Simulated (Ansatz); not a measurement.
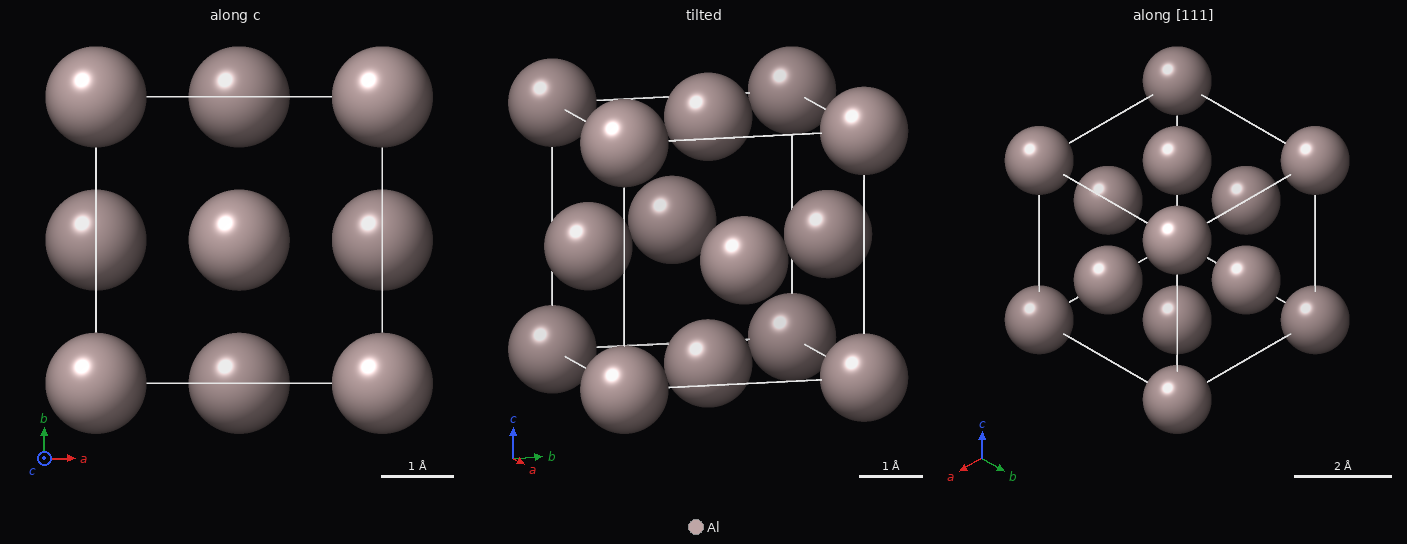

The image is a spheres-only drawing of a crystal, viewed along the c axis, slightly off an axis and along [111]. Atoms at the boundary of the conventional unit cell (the box) are drawn once for each face, edge or corner they touch.

Question: Give the number of atoms in the outlined cell.

Answer: 4 (aluminium), counting shared atoms by their share.

Question: Which Bravais lattice does it have?

Answer: Face-centred cubic.

Question: State the space group and its number.

Answer: Fm-3m (No. 225), with Al on 4a.

Question: Which known structure type is this?

Answer: Face-centred cubic (Cu type).

Provenance: the standard structure of this element. The cell was then strained or its atoms displaced on purpose. It went into a calculation with Ansatz.
